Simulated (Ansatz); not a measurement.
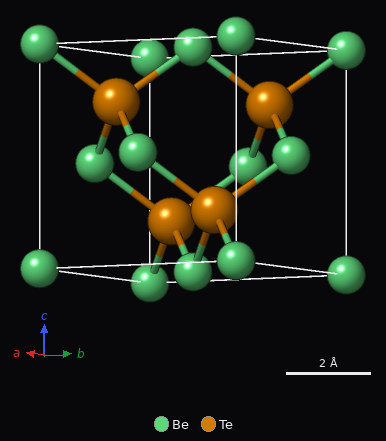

Phonons of solid BeTe relaxed at 6 GPa, space group F-43m (No. 216), at the zone centre. The picture is a ball-and-stick view of the conventional cell (4 times the calculation's cell), seen from a free direction. Lengths and directions refer to the drawn axes.

All numbers below come from DFT LDA, scalar-relativistic, plane waves, PAW in Ansatz. (plane-wave cutoff 420 eV; k-point mesh 10 × 10 × 10; occupations fixed; target pressure 6 GPa; no spin polarisation)

Frequencies are those without the non-analytic (LO–TO) term.

Q: List the optical modes.

A: The calculation's cell holds 2 atoms, so there are 3 optical modes, in 1 level. The optical modes span T₂. No level is unstable.

```
level  symmetry  frequency (cm⁻¹)                    activity
    1        T₂               535  infrared- and Raman-active
```

The displacement patterns (one member of each degenerate set):

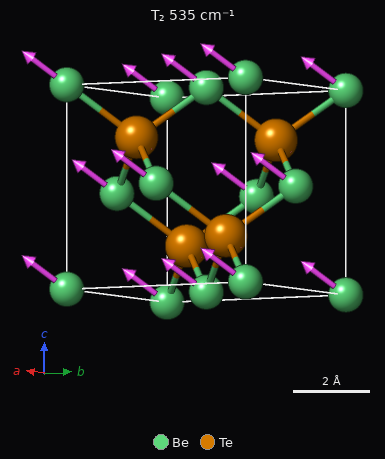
